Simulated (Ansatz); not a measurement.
BeS

The calculation's input:

```
crystal:
  lattice:
    - [2.768974987, -3.4497733406, 0.0]
    - [2.768974987, 3.4497733406, 0.0]
    - [0.0, 0.0, 5.7960283031]
  atoms:
    - { symbol: Be, position: [0.5, 0.0, 0.0] }
    - { symbol: Be, position: [0.0, 0.5, 0.0] }
    - { symbol: S, position: [0.75, 0.25, 0.775727624] }
    - { symbol: S, position: [0.25, 0.75, 0.224272376] }
basis:
  ecutwfc: 420
kpoints:
  mp_grid: { grid: [6, 6, 6] }
  band_path:
    path:
      - [[0.0, 0.0, 0.0], [-0.5, 0.5, 0.0], [-0.41106343, 0.58893657, 0.0]]
      - [[0.41106343, 0.41106343, 0.0], [0.0, 0.0, 0.0], [0.0, 0.0, 0.5], [0.41106343, 0.41106343, 0.5]]
      - [[-0.41106343, 0.58893657, 0.5], [-0.5, 0.5, 0.5], [-0.5, 0.5, 0.0]]
      - [[0.0, 0.0, 0.0], [0.0, 0.5, 0.0], [0.0, 0.5, 0.5], [0.0, 0.0, 0.5], [-0.5, 0.5, 0.5]]
    npoints: 14
hamiltonian:
  xc: pbe
scf:
  occupations: { method: gaussian, width: 0.02 }
  n_extra_bands: 10
output:
  forces: true
  stress: true
  eigenvalues: true
  populations: true
  dos: { projected: true, de: 0.02, nscf_kmesh: { grid: [9, 9, 9] } }
  bader: true
  write_density: true
  write_potential: true
  elf: true
  volumetric_format: npy
```

Command:

```sh
ansatz run input.yaml --threads 1 --pin off --max-ram 2048MiB --backend cpu --events-out ev --progress --plain --runs-dir out
```

Below, planes, directions and counts refer to the conventional cell (a = 5.54 Å, b = 6.90 Å, c = 5.80 Å, α = 90.00°, β = 90.00°, γ = 90.00°).

Space group Cmme; a structure generated by program, which may or may not match a known phase.

Level of theory: Ansatz, DFT PBE, scalar-relativistic, plane waves, PAW.

The density is the valence pseudo-density of a PAW calculation; it isn't the true density close to the nuclei.

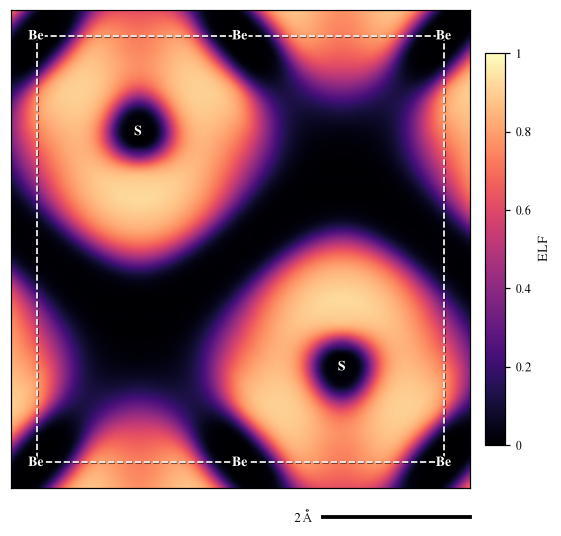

Figure 1. ELF on the (010) plane of the conventional cell.

Q: Describe what can be read from this map.

A:
- The plane passes through Be and S nuclei.
- Be–S (1.90 Å): the ELF peaks at about 0.90 in the valence shell of S, 1.0 Å from its nucleus, and is about 0.90 at the midpoint.
- The ELF also peaks beside S, away from the bonds: lone-pair regions.

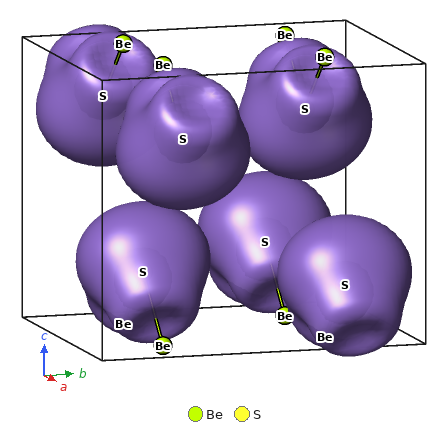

Figure 2. Isosurface of the electron localisation function at 0.75 (purple), seen slightly off an axis. Core shells and regions of very low density are left out. Sticks mark near contacts.

Q: Describe the localisation domains.

A: The surface consists of four regions wrapped around S (the valence shell of each), counted in one cell of 8 atoms. Regions shared between cells count once.

Q: Does the calculation give a band gap?

A: It is gapped, with a Kohn–Sham gap of 3.0 eV on the k-point mesh, an upper bound to the gap of this method.

Q: What Bader charges does the calculation give?

A: Electrons move from Be towards S. Bader charges: Be +1.62 and S −1.62 e.
